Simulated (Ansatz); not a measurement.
**Cu16O (slab): density, localisation and related maps**

The calculation's input:

```
crystal:
  lattice:
    - [5.0393684026, 0.0, 0.0]
    - [-2.5196842013, 4.3642210557, 0.0]
    - [0.0, 0.0, 25.1719406062]
  atoms:
    - { symbol: Cu, position: [0.3333333333, 0.1666666667, 0.3376775805] }
    - { symbol: Cu, position: [0.3333333333, 0.6666666667, 0.3376775805] }
    - { symbol: Cu, position: [0.8333333333, 0.1666666667, 0.3376775805] }
    - { symbol: Cu, position: [0.8333333333, 0.6666666667, 0.3376775805] }
    - { symbol: Cu, position: [0.6666666667, 0.3333333333, 0.4194080107] }
    - { symbol: Cu, position: [0.6666666667, 0.8333333333, 0.4194080107] }
    - { symbol: Cu, position: [0.1666666667, 0.3333333333, 0.4194080107] }
    - { symbol: Cu, position: [0.1666666667, 0.8333333333, 0.4194080107] }
    - { symbol: Cu, position: [0.0, 0.5, 0.5006571565] }
    - { symbol: Cu, position: [0.0, 0.0, 0.5006571565] }
    - { symbol: Cu, position: [0.5, 0.5, 0.5006571565] }
    - { symbol: Cu, position: [0.5, 0.0, 0.5006571565] }
    - { symbol: Cu, position: [0.3333333333, 0.6666666667, 0.5826078235] }
    - { symbol: Cu, position: [0.3333333333, 0.1666666667, 0.5826078235] }
    - { symbol: Cu, position: [0.8333333333, 0.6666666667, 0.5826078235] }
    - { symbol: Cu, position: [0.8333333333, 0.1666666667, 0.5826078235] }
    - { symbol: O, position: [0.0833333333, 0.1666666667, 0.6437870557] }
basis:
  ecutwfc: 420
kpoints:
  mp_grid: { grid: [6, 6, 1] }
hamiltonian:
  xc: pbe
  dispersion: d3bj
scf:
  occupations: { method: gaussian, width: 0.1 }
output:
  forces: true
  eigenvalues: true
  write_density: true
  write_potential: true
  elf: true
  volumetric_format: npy
relax:
  adjacent_minimum: "off"
  f_tol: 0.03
  max_steps: 70
  constraints: [{ sites: [0, 1, 2, 3, 4, 5, 6, 7] }]
efield:
  axis: 3
  dipole_correction: true
```

Run with:

```sh
ansatz run input.yaml --threads 4 --pin off --max-ram 10240MiB --backend cpu --events-out ev --progress --plain --runs-dir out
```

The fields are those of the relaxed geometry.

Computed without spin polarisation.

Computed with DFT PBE+D3(BJ), scalar-relativistic, plane waves, PAW (Ansatz).

Core electrons are frozen (PAW), and the valence fields are smoothed inside the atomic spheres.

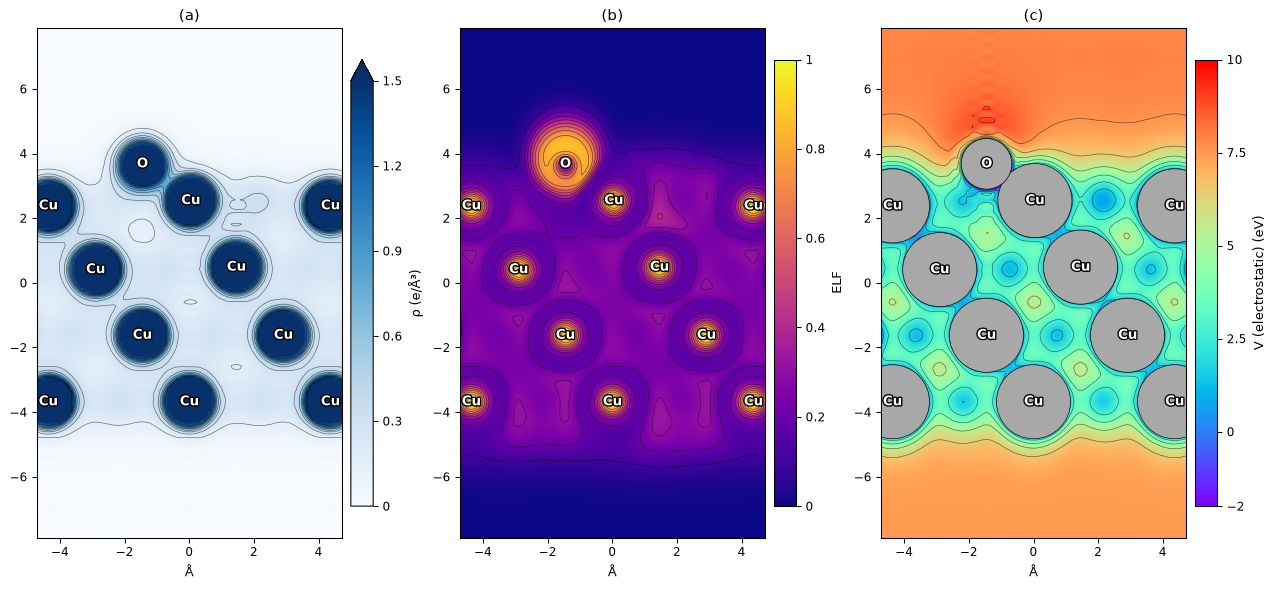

Figure 1. (a) valence charge density (pseudo); (b) ELF; (c) electrostatic potential (local pseudopotential plus Hartree) felt by an electron on the (110) plane of the calculation cell, a cut from vacuum to vacuum. Grey discs cover the atomic cores in the potential map.

What do the fields say about this system?

Answer. The plane passes through Cu and O nuclei. Cu–O (1.88 Å): ρ at the midpoint is about 0.79 e/Å³; the ELF peaks at about 0.80 in the valence shell of O, 0.6 Å from its nucleus, and is about 0.25 at the midpoint: no shared electron pair shows on this line. The density dies away to nearly zero in the vacuum. The features right at Cu lie inside the PAW spheres, where the map follows smoothed inner orbitals and isn't to be read closely.

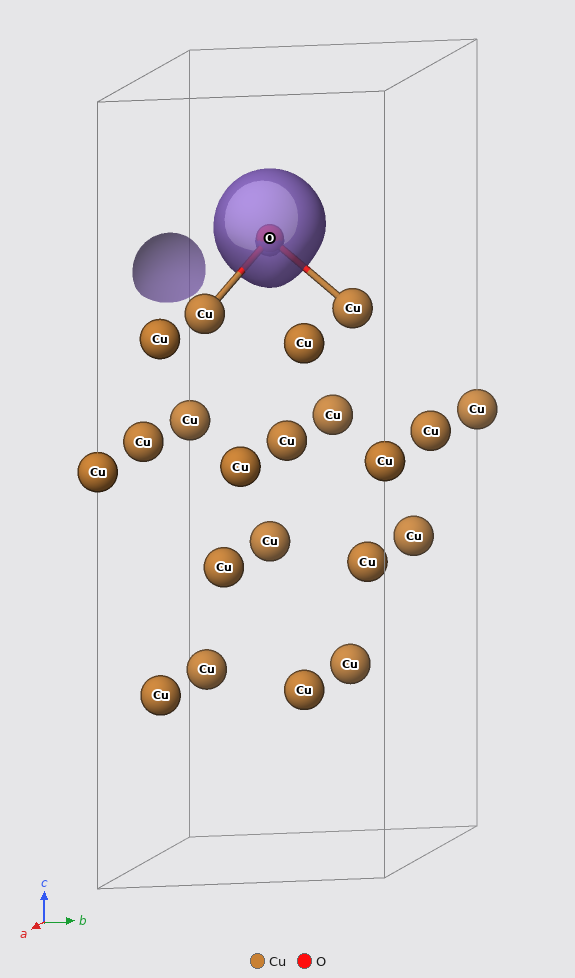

Figure 2. Isosurface of the ELF at 0.55 (purple), seen slightly off an axis. Only the valence region is drawn (cores and ρ < 0.01 e/Å³ removed). Sticks mark near contacts.

Identify the bonds, lone pairs and shells in this picture.

Answer. The surface consists of one region wrapped around O (its valence shell), counted in one cell of 17 atoms. Counts are for one cell; the picture repeats the cell along the surface.

Does the calculation make it a metal, or give it a gap?

Answer. It is gapless in this calculation (a metal or semimetal).
